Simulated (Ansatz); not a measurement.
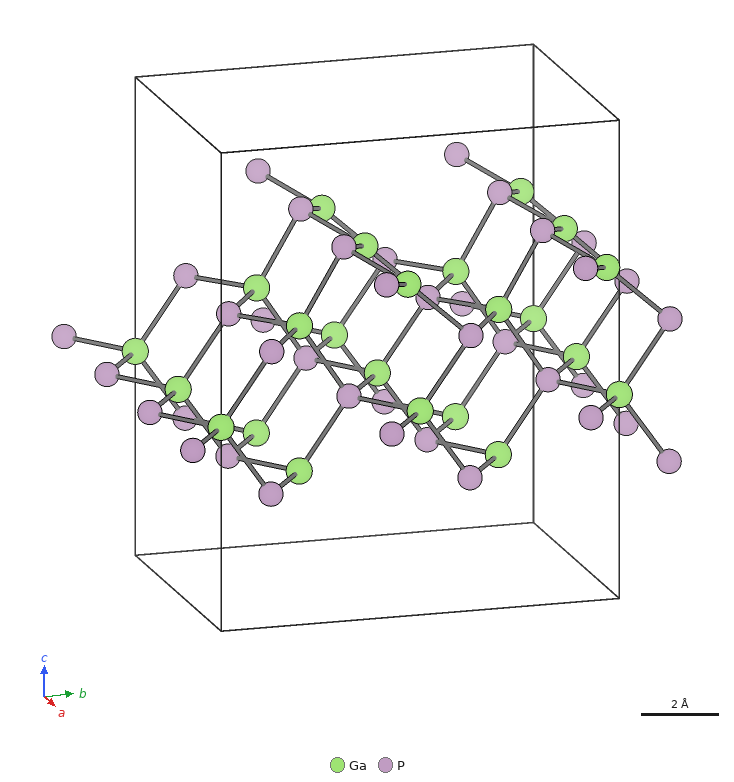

**Figure 1.** The structure (ball-and-stick view of the cell of the calculation, with the vacuum cut short, seen slightly off an axis; bonded neighbours outside the cell are drawn too). An atom can appear more than once, as a periodic image. Near neighbours in the periodic cell (some may lie outside the picture): Ga has 3 P at 2.31 to 2.36 Å; P has 3 Ga at 2.32 to 2.38 Å; Ga has 4 P at 2.35 to 2.43 Å; P has 4 Ga at 2.31 to 2.43 Å.

## GaP: single-point calculation (part 1 of 2)

The run: single-point calculation of GaP (slab, 32 atoms in the cell). Method and program: DFT PBE+D3(BJ), scalar-relativistic, plane waves, PAW, no spin polarisation (Ansatz 0.2.0).

The structure derives from an entry of the Crystallography Open Database. It belongs to a series of runs on one base structure; here: the slab at its places in the relaxed adsorbed structure. Figures and captions count atoms from 1; the log counts them from 0 in places.

### The input
```yaml
crystal:
  lattice:
    - [7.7015734665, 0.0, 0.0]
    - [0.0, 10.8916696479, 0.0]
    - [0.0, 0.0, 25.7910800998]
  atoms:
    - { symbol: Ga, position: [0.25, 0.75, 0.3101847603] }
    - { symbol: Ga, position: [0.25, 0.25, 0.3101847603] }
    - { symbol: Ga, position: [0.75, 0.75, 0.3101847603] }
    - { symbol: Ga, position: [0.75, 0.25, 0.3101847603] }
    - { symbol: P, position: [0.5, 0.125, 0.3101847603] }
    - { symbol: P, position: [0.5, 0.625, 0.3101847603] }
    - { symbol: P, position: [0.0, 0.125, 0.3101847603] }
    - { symbol: P, position: [0.0, 0.625, 0.3101847603] }
    - { symbol: Ga, position: [0.5, 0.5, 0.3848382204] }
    - { symbol: Ga, position: [0.5, 0.0, 0.3848382204] }
    - { symbol: Ga, position: [0.0, 0.5, 0.3848382204] }
    - { symbol: Ga, position: [0.0, 0.0, 0.3848382204] }
    - { symbol: P, position: [0.75, 0.875, 0.3848382204] }
    - { symbol: P, position: [0.75, 0.375, 0.3848382204] }
    - { symbol: P, position: [0.25, 0.875, 0.3848382204] }
    - { symbol: P, position: [0.25, 0.375, 0.3848382204] }
    - { symbol: Ga, position: [0.7497739109, 0.2507338942, 0.4631030702] }
    - { symbol: Ga, position: [0.7501036383, 0.7509801587, 0.4631420874] }
    - { symbol: Ga, position: [0.2502307615, 0.2506181771, 0.4630527563] }
    - { symbol: Ga, position: [0.2499388936, 0.7510702786, 0.4631703706] }
    - { symbol: P, position: [7.98385e-05, 0.6274023137, 0.4598789325] }
    - { symbol: P, position: [-6.18736e-05, 0.1271355482, 0.4601704917] }
    - { symbol: P, position: [0.4999819815, 0.6273664286, 0.4600106599] }
    - { symbol: P, position: [0.5000267364, 0.1268414452, 0.4600195427] }
    - { symbol: Ga, position: [-0.000245054, -0.0316918974, 0.5198568174] }
    - { symbol: Ga, position: [0.0002806045, 0.4687932512, 0.5194583068] }
    - { symbol: Ga, position: [0.4999649264, -0.0303231479, 0.5207309274] }
    - { symbol: Ga, position: [0.5000789271, 0.4687261295, 0.5197151628] }
    - { symbol: P, position: [0.2499224061, 0.3618414088, 0.5424148926] }
    - { symbol: P, position: [0.2497133889, 0.861472243, 0.5425343585] }
    - { symbol: P, position: [0.7504372591, 0.3621685965, 0.5424465341] }
    - { symbol: P, position: [0.7500038429, 0.861211425, 0.542491376] }
basis:
  ecutwfc: 420
kpoints:
  mp_grid: { grid: [2, 2, 1] }
hamiltonian:
  xc: pbe
  dispersion: d3bj
scf:
  occupations: { method: gaussian, width: 0.05 }
output:
  forces: true
  eigenvalues: true
  write_density: true
  volumetric_format: npy
efield:
  axis: 3
  dipole_correction: true
  ramp_width: 0.04
```

Launch command:
```bash
ansatz run input.yaml --threads 4 --pin off --max-ram 10240MiB --backend cpu --events-out ev --progress --plain --runs-dir out
```

### Log
```
Engine: ansatz 0.2.0, x86_64-unknown-linux-gnu
Pseudopotentials: kind: paw
Pseudopotential: Ga, paw, valence charge 13, recommended cutoff 420 eV (normal), Ga.paw.azcp
Pseudopotential: P, paw, valence charge 5, recommended cutoff 420 eV (normal), P.paw.azcp
Functional definition: PBE
  parameter kappa = 0.804
  parameter beta = 0.06672455060314922
  exchange = pbe_x(kappa = kappa, mu = beta*pi^2/3)
  correlation = pbe_c(beta = beta)
Crystal: 32 atoms, lattice volume = 2163.433 Å³
Basis set: ecut = 420 eV, 42275 PW (Γ), exchange–correlation on 108×150×360 points (8 copies of the dense FFT grid, shifted against one another)
Bands: 176, of which v1, the nominal top of the filled ones, is band 144 counted from 1 (143 counted from 0)
Symmetry: 1 space group operations
Space group: P1 (ITA 1), of the structure as read, at distance tolerance 1.3e-4 Å
k-points: 4
Non-local potential: Ga, projectors of the file, l = 0: 2, l = 1: 2, l = 2: 3, l = 3: 1
Non-local potential: P, projectors of the file, l = 0: 2, l = 1: 2, l = 2: 2
PAW form: soft (Blöchl's): semilocal exchange-correlation on the pseudo side does not see the compensation charge
PAW one-centre angular grid: Ga, 590 points (default); XC on 64 Gauss nodes
PAW one-centre angular grid: P, 110 points (default); XC on 64 Gauss nodes
Initial density: superposition of atomic densities (neutral atoms: chi_scale 0, normalization atom), corrected by the library's trained network
Initial wavefunctions: pseudopotential atomic-orbital guess
Functional: x = pbe(κ = 0.804, μ = 0.2195149727645171), c = pbe(β = 0.06672455060314922)
SCF iter   1: F=—  HF=-72629.091046 eV  |F-HF|=—  |Δ(HF+E_count)|=         —  Δρ=1.72e-3  dr2=2.83e-1  ethr=1.77e-3  p=-0.020 e·Å  D=-1.65e-3 V/Å  ΔV_dip=0.04 eV  dr2_dipole=4.05e-2  V_vac-E_F(+/−)=4.64/4.60 eV  ⟨swp⟩=9.0  Hψ=3543  notcnv=0  defer=40
efield: sawtooth ramp at fractional position 0.9064 (placed from the atoms, in the widest stretch of the axis that holds none; the zero of the levels goes with the place), width 0.0400; the density the first Hamiltonian is built on has a dipole p = -0.020 e·Å; the dipole correction subtracts the counter field D = -1.65e-3 V/Å, which shifts the + side's vacuum level by +0.04 eV against the − side's; the planar-averaged density in the ramp window peaks in size at 5.0e-6 e/Å³
preconditioner: auto → Resta (q_TF=auto, 1.950 Å⁻¹)  ε∞=2.0  [insulator: Δε(μ)=0.927 eV  Ē_g=13.376 eV  σ=0.050 eV  W_gap=1.00  n_scr=270 (ndim 8)  ℏωp=13.5 eV  f_vac=0.641  D(μ)=0.00/eV (n_scr^D=0)  ε∞_Penn≈2.0  vacuum switching on, ρ_ref=1.3e-2 e/Å³]
SCF iter   2: F=—  HF=-72629.089653 eV  |F-HF|=—  |Δ(HF+E_count)|=   1.39e-3  Δρ=1.39e-3  dr2=5.21e-1  ethr=9.84e-5  p=-0.268 e·Å  D=-2.24e-2 V/Å  ΔV_dip=0.58 eV  dr2_dipole=1.91e-1  V_vac-E_F(+/−)=5.05/4.47 eV  ⟨swp⟩=3.0  Hψ=1247  notcnv=0  defer=111
SCF iter   3: F=—  HF=-72629.040780 eV  |F-HF|=—  |Δ(HF+E_count)|=   4.89e-2  Δρ=6.88e-4  dr2=9.72e-2  ethr=9.84e-5  p=-0.013 e·Å  D=-1.09e-3 V/Å  ΔV_dip=0.03 eV  dr2_dipole=3.19e-2  V_vac-E_F(+/−)=4.66/4.63 eV  ⟨swp⟩=2.2  Hψ=773  notcnv=0  defer=111
SCF iter   4: F=—  HF=-72629.032376 eV  |F-HF|=—  |Δ(HF+E_count)|=   8.40e-3  Δρ=3.24e-4  dr2=5.71e-3  ethr=3.38e-5  p=-0.075 e·Å  D=-6.24e-3 V/Å  ΔV_dip=0.16 eV  dr2_dipole=3.32e-4  V_vac-E_F(+/−)=4.73/4.57 eV  ⟨swp⟩=2.0  Hψ=821  notcnv=0  defer=110
SCF iter   5: F=—  HF=-72629.033210 eV  |F-HF|=—  |Δ(HF+E_count)|=   8.34e-4  Δρ=1.32e-4  dr2=4.81e-4  ethr=1.98e-6  p=-0.078 e·Å  D=-6.55e-3 V/Å  ΔV_dip=0.17 eV  dr2_dipole=5.08e-7  V_vac-E_F(+/−)=4.74/4.57 eV  ⟨swp⟩=2.8  Hψ=777  notcnv=0  defer=110
SCF iter   6: F=—  HF=-72629.033495 eV  |F-HF|=—  |Δ(HF+E_count)|=   2.85e-4  Δρ=4.51e-5  dr2=7.15e-5  ethr=1.67e-7  p=-0.077 e·Å  D=-6.46e-3 V/Å  ΔV_dip=0.17 eV  dr2_dipole=1.05e-8  V_vac-E_F(+/−)=4.73/4.56 eV  ⟨swp⟩=2.5  Hψ=1282  notcnv=0  defer=110
SCF iter   7: F=—  HF=-72629.033406 eV  |F-HF|=—  |Δ(HF+E_count)|=   8.89e-5  Δρ=1.63e-5  dr2=5.58e-6  ethr=2.48e-8  p=-0.077 e·Å  D=-6.43e-3 V/Å  ΔV_dip=0.17 eV  dr2_dipole=5.64e-8  V_vac-E_F(+/−)=4.73/4.57 eV  ⟨swp⟩=3.0  Hψ=1311  notcnv=0  defer=110
SCF iter   8: F=—  HF=-72629.033412 eV  |F-HF|=—  |Δ(HF+E_count)|=   5.87e-6  Δρ=4.60e-6  dr2=4.03e-7  ethr=1.94e-9  p=-0.077 e·Å  D=-6.44e-3 V/Å  ΔV_dip=0.17 eV  dr2_dipole=5.69e-9  V_vac-E_F(+/−)=4.73/4.57 eV  ⟨swp⟩=3.0  Hψ=1290  notcnv=0  defer=110
SCF iter   9: F=—  HF=-72629.033413 eV  |F-HF|=—  |Δ(HF+E_count)|=   7.72e-7  Δρ=1.67e-6  dr2=1.10e-7  ethr=3.47e-11  p=-0.077 e·Å  D=-6.44e-3 V/Å  ΔV_dip=0.17 eV  dr2_dipole=5.53e-10  V_vac-E_F(+/−)=4.73/4.57 eV  ⟨swp⟩=18.8  Hψ=4690  notcnv=0
SCF iter  10: F=-72629.033413 eV  HF=-72629.033413 eV  |F-HF|=3.51e-8  |Δ(HF+E_count)|=   6.44e-8  Δρ=6.30e-7  dr2=4.61e-8  ethr=3.47e-11  p=-0.077 e·Å  D=-6.44e-3 V/Å  ΔV_dip=0.17 eV  dr2_dipole=1.49e-10  V_vac-E_F(+/−)=4.73/4.57 eV  ⟨swp⟩=6.2  Hψ=2570  notcnv=0
SCF 1 converged in 10 iterations: F = -72629.033413 eV  dr2 = 4.61e-8
  greatest PAW one-centre occupation: 0.995 electrons in one spin orbital (limit 2), on the Ga atom at site 27 (counted from 0), in its partial waves of l = 2
```

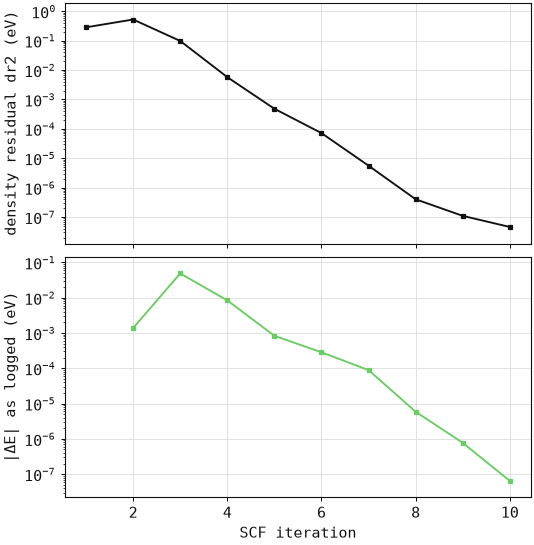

**Figure 2.** Convergence of the self-consistent field: density residual dr2 and size of the energy change against the SCF iteration. The residual falls almost steadily, with no more than small rises.

```
SCF converged after 10 iterations
Free energy (F): -72629.033413 eV
Harris-Foulkes:  -72629.033413 eV  (|F-HF|=3.51e-8)
Internal energy: -72629.033413 eV  (E = F + TS)
E sigma→0 (E₀):  -72629.033413 eV
Fermi energy:    -1.029876 eV
Dipole field:    D = -0.006443 V/Å  (p = -0.077028 e·Å, saw-weighted, corrected)
Work function:   Φ+ = 4.7314 eV   Φ− = 4.5652 eV
Levels:          The Fermi level and band energies are counted from a zero that moves with the ramp; work functions are not
--- Per-component energies (eV) ---
  E_band       = -3347.951188
  E_kinetic    = 2953.855127
  E_local      = -231531.469775  (includes V_loc(G=0)·N_el)
  E_nonlocal   = 7335.170442
  E_hartree    = 113232.842055
  E_xc         = -2077.184569
  E_vxc        = -1882.338161  (∫ρ·V_xc dr)
  E_paw        = -40924.555866  (= ΣΔE_a)
  E_vpaw       = -6688.587513  (= ΣTr[D̂ρ^β])
  E_aug_tail   = -0.001672  (compensation charges beyond the density's cutoff)
  E_efield     = 0.000248  (sawtooth field / dipole correction)
  E_vefield    = -0.262224  (∫n·V_field dr)
  E_ewald      = 78389.471549
  E_disp       = -7.160951  (pairwise vdW)
  E_smearing   = -0.000000  (= −TS)
  E_closure    = -0.000000  (closes the sum)
  Σ components = -72629.033413   (vs F -72629.033413, Δ=0.00e0)
--- Forces (eV/Å), atoms counted from 1 ---
  atom   1  Ga    -0.00032754    -1.16559539     1.41336453
  atom   2  Ga    -0.00266227    -1.16116635     1.41043701
  atom   3  Ga     0.00041863    -1.16554048     1.41390069
  atom   4  Ga     0.00259362    -1.16106209     1.41023677
  atom   5  P      0.00004961     0.33403064    -1.37491349
  atom   6  P     -0.00010916     0.33326779    -1.38540552
  atom   7  P      0.00006270     0.33376435    -1.38076690
  atom   8  P      0.00005692     0.33289269    -1.38624544
  atom   9  Ga    -0.00017530     0.35325709     0.14855618
  atom  10  Ga     0.00062340     0.32560765     0.13922389
  atom  11  Ga     0.00020499     0.34260288     0.12703347
  atom  12  Ga    -0.00061377     0.35283253     0.15793435
  atom  13  P      0.00029227     0.48578951    -0.18242904
  atom  14  P     -0.00020862     0.47958143    -0.17732499
  atom  15  P      0.00047586     0.48761741    -0.18079325
  atom  16  P     -0.00023807     0.47855017    -0.17979065
  atom  17  Ga     0.00749899     0.01517461     0.01128449
  atom  18  Ga    -0.02467747    -0.00392060    -0.03007051
  atom  19  Ga    -0.00788476     0.01426482     0.01057878
  atom  20  Ga     0.02352880    -0.00004334    -0.02464449
  atom  21  P      0.00001240     0.02498515     0.01268339
  atom  22  P     -0.00035911    -0.00344344    -0.01364439
  atom  23  P      0.00034531     0.00783674    -0.00125724
  atom  24  P      0.00172587     0.01060105     0.04796050
  atom  25  Ga     0.00386051     0.01028390    -0.00633861
  atom  26  Ga    -0.00047097    -0.01404912     0.02117505
  atom  27  Ga    -0.00389158    -0.04699227    -0.09029708
  atom  28  Ga     0.00038170    -0.00937608     0.00084281
  atom  29  P      0.01296338    -0.00930681    -0.00111520
  atom  30  P      0.01407759     0.01521457     0.04288430
  atom  31  P     -0.01694327    -0.02172073    -0.00390945
  atom  32  P     -0.01061073     0.02404462     0.05086810
  max |Σ_I F_I| component: 1.81e-5 eV/Å
--- Band table (eV) ---
```
